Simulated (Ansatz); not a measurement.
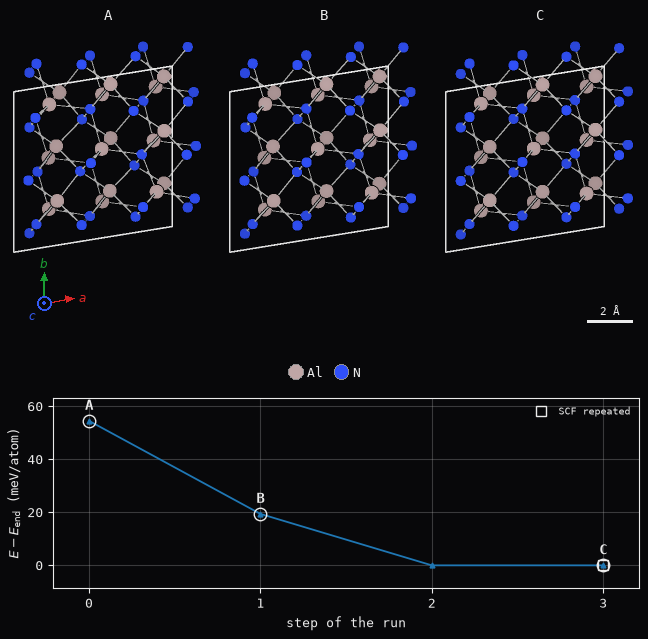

Frames of a relaxation of a crystal of AlN (set up in P1), marked on the history of the run. The picture is a ball-and-stick view of the cell of the calculation, seen along the c axis.

Theory: DFT PBEsol, scalar-relativistic, plane waves, PAW in Ansatz 0.2.0. Settings: plane-wave cutoff 420 eV; k-point mesh 2 × 2 × 2; occupations gaussian; smearing width 0.02 eV; mesh shifted by (0.5, 0.5, 0.5); no spin polarisation; atoms relaxed in a fixed cell; force threshold 0.03 eV/Å; at most 25 steps.

### What happens along the run?

The energy falls by 54.5 meV per atom in 2 accepted moves (3 points after the start). Largest force component: 3.1 eV/Å at the start, 0.019 eV/Å at the end. 1 step only repeated the SCF at the same geometry. An Al atom moves most: 0.13 Å along [−3 −2 2]. By element the largest moves are Al 0.13 Å, N 0.10 Å. The lattice vectors keep their values. Near-neighbour distances that change, for instance: Al–N 2.051 → 1.891 Å, Al–N 1.749 → 1.890 Å, Al–N 2.039 → 1.904 Å, Al–N 1.773 → 1.891 Å. Among the angles between lasting bonds that change: N–Al–N 119.9° → 110.8°, N–Al–N 116.7° → 110.8°, N–Al–N 102.3° → 108.1°. The space group (tolerance 0.01 Å) goes from P1 (No. 1) to P6_3mc (No. 186). The run took 15 s on 8 threads of Arm Neoverse V1, on a shared host, peak memory 0.89 GiB. From step 0 to 1: an Al atom moves most (0.06 Å), energy −35.1 meV per atom. From step 1 to 3: an Al atom moves most (0.08 Å), energy −19.4 meV per atom.
